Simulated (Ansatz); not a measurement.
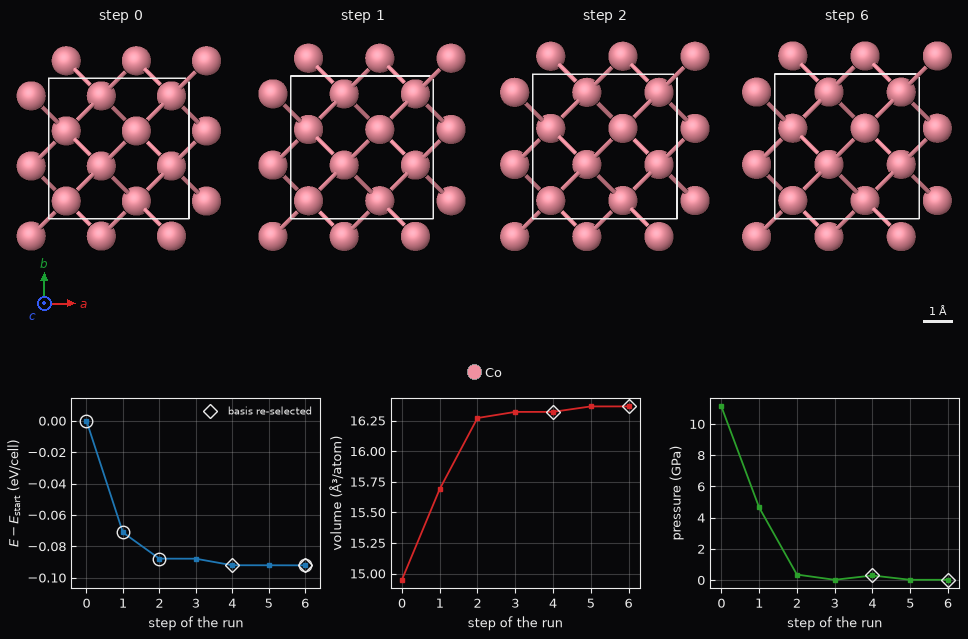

Frames of a relaxation of solid Co (a generated structure, set up in Fd-3m), marked on the history of the run. A ball-and-stick model of the conventional cell (4 times the calculation's cell), seen along the c axis. Lengths and directions refer to the drawn axes.

Phase: diamond.

The calculation used Ansatz, DFT, PBE, plane waves (420 eV) with PAW, scalar-relativistic.

Input
```yaml
crystal:
  lattice:
    - [0.0, 2.4634331982, 2.4634331982]
    - [2.4634331982, 0.0, 2.4634331982]
    - [2.4634331982, 2.4634331982, 0.0]
  atoms:
    - { symbol: Co, position: [0.125, 0.125, 0.125], spin: 1.7 }
    - { symbol: Co, position: [0.875, 0.875, 0.875], spin: 1.7 }
hamiltonian:
  xc: pbe
  pseudopotentials:
    kind: paw
    azcp:
      Co: "pseudopotentials/Co.paw.azcp"
basis:
  ecutwfc: 420
  fft_grid_basis: typed
kpoints:
  mp_grid: { grid: [11, 11, 11], shift: [0, 0, 0] }
magnetization:
  spin_polarized: true
scf:
  occupations: { method: fermi_dirac, width: 0.05 }
relax:
  max_steps: 60
  f_tol: 0.01
  cell: {}
output:
  write_density: true
  write_potential: true
  elf: true
  volumetric_format: npy
```

Command:
```bash
ansatz run input.yaml --threads 1 --pin off --max-ram 3584MiB --backend cpu --events-out ev --progress --plain --runs-dir out
```

Q: Describe the path.

A: No atom moves by more than 0.005 Å relative to the cell. The drawn cell changes as follows: a = b = c 4.927 → 5.078 Å (+3.1 %); the volume changes by +9.5 %. Some distances before and after: Co1–Co2 2.133 → 2.199 Å. The space group stays Fd-3m (No. 227). The energy falls by 92.1 meV per cell of the calculation in 4 accepted moves (6 points after the start). All forces vanish by symmetry, so only the cell relaxes. The pressure goes from 11.13 to 0.02 GPa. At 2 points the geometry stayed and the basis and grid were re-selected for the new cell (energy shift of 4.2 meV per cell of the calculation at most each time). From step 0 to 1: volume +5.0 %, energy −71.1 meV per cell of the calculation. From step 1 to 2: volume +3.7 %, energy −16.7 meV per cell of the calculation. From step 2 to 6: volume +0.6 %, energy −4.3 meV per cell of the calculation.

| step | E − E(0), meV/atom | pressure, GPa | volume, Å³/atom | note |
| --- | --- | --- | --- | --- |
| 0 | 0.00 | 11.13 | 14.949 |  |
| 1 | -35.56 | 4.66 | 15.691 |  |
| 2 | -43.91 | 0.36 | 16.272 |  |
| 3 | -43.93 | 0.02 | 16.322 |  |
| 4 | -46.01 | 0.30 | 16.322 | same geometry, new basis |
| 5 | -46.02 | 0.02 | 16.366 |  |
| 6 | -46.05 | 0.02 | 16.366 | same geometry, new basis |
